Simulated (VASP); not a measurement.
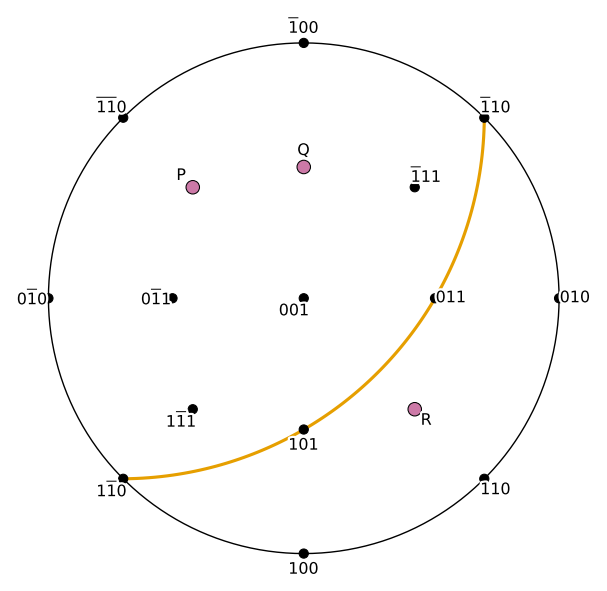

For SiO2, an entry of the Crystallography Open Database, as set up for an electronic-structure calculation: stereographic projection of plane normals (upper hemisphere) centred on (0 0 1). The drawing is computed from the coordinates (standard cell, symmetry found to 0.002 Å).

a = 4.982 Å, b = 4.982 Å, c = 6.963 Å, α = 90.00°, β = 90.00°, γ = 90.00°.

Question: Index the poles marked P, Q, R.

Answer: P is (−1 −1 1), 63.2° from the centre; Q is (−1 0 1), 54.4° from the centre; R is (1 1 1), 63.2° from the centre.

Question: Which zone does the coloured great circle trace?

Answer: The zone [1 1 −1]: its poles satisfy h + k − l = 0.

Question: What is the angle between the normals of (−1 1 0) and (0 1 1), and what are their d_hkl = 1/|g|?

Answer: 54.9°; d = 3.523 Å and 4.052 Å.
